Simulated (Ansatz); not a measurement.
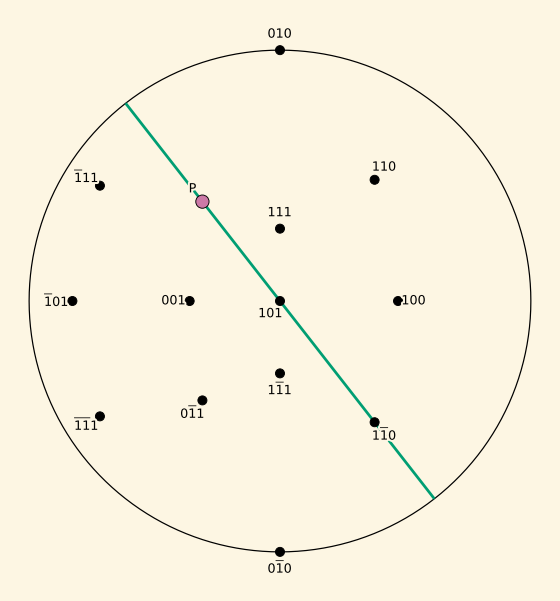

Stereographic projection of plane normals (upper hemisphere) centred on (1 0 1). Crystal: SiO₂, the end point of a relaxation with DFT, PBE-D3(BJ), plane waves, PAW (Ansatz 0.2.0). The drawing is computed from the coordinates (standard cell, symmetry found to 0.002 Å).

a = 5.704 Å, b = 5.779 Å, c = 4.719 Å, α = 90.00°, β = 90.00°, γ = 90.00°.

> Index the pole marked P.

P is (0 1 1), 53.4° from the centre.

> Which zone does the coloured great circle trace?

The zone [1 1 −1]: its poles satisfy h + k − l = 0.

> What is the angle between the normals of (−1 −1 1) and (1 −1 1), and what are their d_hkl = 1/|g|?

65.3°; d = 3.077 Å and 3.077 Å.
